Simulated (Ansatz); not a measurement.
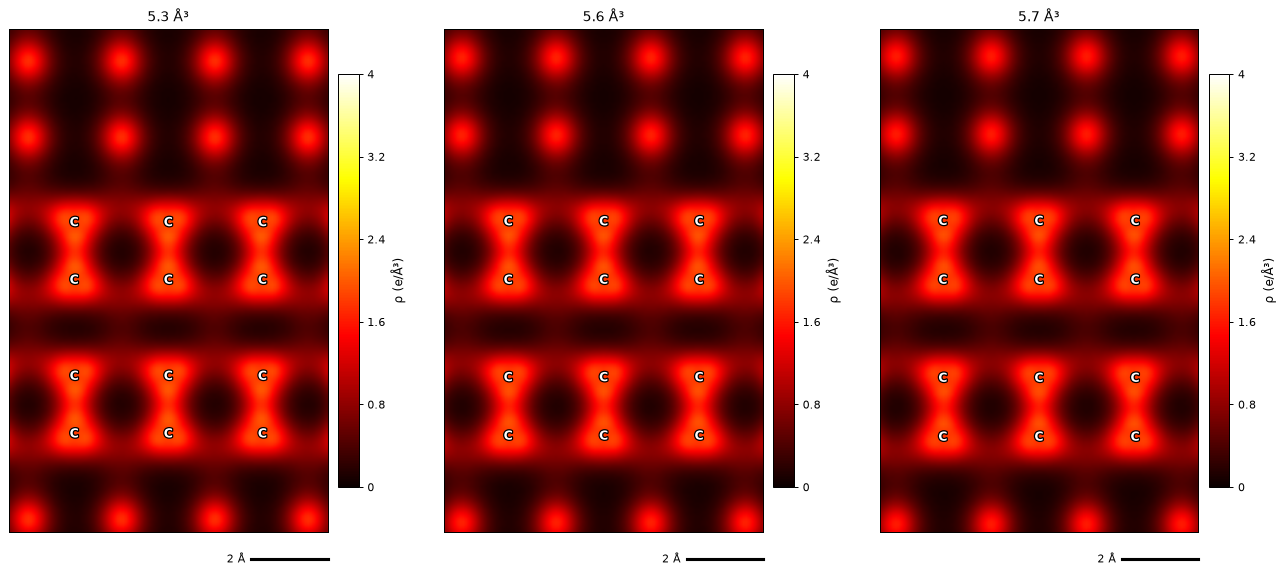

C. The valence charge density (pseudo) of cells scaled evenly to different volumes (given per atom above each panel), on the (010) plane of each (indices in the axes of the cell below), at one length scale and on one colour scale.

Method: Kohn-Sham DFT of a periodic cell, PBE, Ansatz PAW large core in Ansatz.

In a PAW calculation such maps are meaningful between the atoms, not at the nuclei.

The largest cell:

```yaml
crystal:
  lattice:
    - [2.55529, 0.00000, 0.00000]
    - [-1.27764, 2.21295, 0.00000]
    - [0.00000, 0.00000, 12.51829]
  atoms:
    - { symbol: C, position: [0.66667, 0.33333, 0.35417] }
    - { symbol: C, position: [0.33333, 0.66667, 0.85417] }
    - { symbol: C, position: [0.66667, 0.33333, 0.14583] }
    - { symbol: C, position: [0.33333, 0.66667, 0.64583] }
    - { symbol: C, position: [0.66667, 0.33333, 0.47917] }
    - { symbol: C, position: [0.33333, 0.66667, 0.97917] }
    - { symbol: C, position: [0.66667, 0.33333, 0.02083] }
    - { symbol: C, position: [0.33333, 0.66667, 0.52083] }
    - { symbol: C, position: [0.00000, 0.00000, 0.81250] }
    - { symbol: C, position: [0.00000, 0.00000, 0.31250] }
    - { symbol: C, position: [0.00000, 0.00000, 0.68750] }
    - { symbol: C, position: [0.00000, 0.00000, 0.18750] }
```

| volume (Å³/atom) | C–C contact in the plane (Å) | ρ at its midpoint (e/Å³) | pressure (GPa) | gap on the mesh (eV) | 
| --- | --- | --- | --- | --- |
| 5.33 | 1.513 | 1.727 | 32.6 | 4.55 | 
| 5.56 | 1.534 | 1.656 | 11.3 | 4.44 | 
| 5.67 | 1.544 | 1.623 | 2.1 | 4.39 | 
| 5.79 | 1.555 | ? | ? | ? | 
| 5.90 | 1.565 | 1.560 | −14.0 | 4.29 | 

Q: What values belong in the row with question marks?

A: Over the known rows ln ρ falls by 1.96 per Å of C–C distance (a least-squares line), which gives 1.590 e/Å³ at 1.555 Å; the calculation gives 1.592 e/Å³. For the pressure, a straight line in volume between the neighbouring rows gives −6.3 GPa; the calculation gives −6.3. For the gap on the mesh, a straight line in volume between the neighbouring rows gives 4.34 eV; the calculation gives 4.33.
